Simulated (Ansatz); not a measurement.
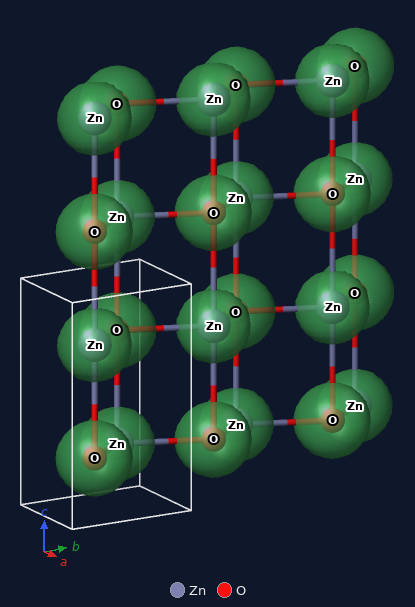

ZnO. Isosurface of the valence charge density (pseudo) at 1 e/Å³ (green), seen slightly off an axis. Sticks mark near contacts.

Space group P6₃/mmc; started from the h-MgO (five-fold) prototype, which need not be the ambient phase; computed pressure about 6 GPa in this cell.

All numbers below come from DFT, PBE, plane waves, PAW in Ansatz.

The density is the valence pseudo-density of a PAW calculation; it isn't the true density close to the nuclei.

Input file:

```
crystal:
  lattice:
    - [3.4165334633, 0.0, 0.0]
    - [-1.7082667316, 2.9588047721, 0.0]
    - [0.0, 0.0, 4.4775676713]
  atoms:
    - { symbol: Zn, position: [0.3333333333, 0.6666666667, 0.25] }
    - { symbol: Zn, position: [0.6666666667, 0.3333333333, 0.75] }
    - { symbol: O, position: [0.6666666667, 0.3333333333, 0.25] }
    - { symbol: O, position: [0.3333333333, 0.6666666667, 0.75] }
kpoints:
  mp_grid: { grid: [6, 6, 4] }
hamiltonian:
  xc: pbe
scf:
  occupations: { method: fixed }
  n_extra_bands: 5
output:
  forces: true
  stress: true
  eigenvalues: true
  write_density: true
  write_potential: true
  elf: true
  volumetric_format: npy
```

Launched as:

```sh
ansatz run input.yaml --threads 4 --pin off --max-ram 3686MiB --backend cpu --events-out ev --progress --plain --runs-dir out
```

Below, planes, directions and counts refer to the conventional cell (a = 3.42 Å, b = 3.42 Å, c = 4.48 Å, α = 90.00°, β = 90.00°, γ = 120.00°).

Question: What does this surface tell about the bonding?

Answer: At this value the density breaks into separate islands; it holds about 75 % of the electrons treated as valence. It bridges none of the near contacts. It is pinched off along the sampled Zn–O (1.97 Å) and Zn–O (2.24 Å) contacts. On the grid the lowest density along these lines, outside the cores, is 0.59 e/Å³ (Zn–O, 1.97 Å) and 0.33 e/Å³ (Zn–O, 2.24 Å).

Question: Does the calculation give a band gap?

Answer: It is gapped, with a Kohn–Sham gap of 1.0 eV on the k-point mesh (the band edges may lie off the mesh, which would make the gap smaller).
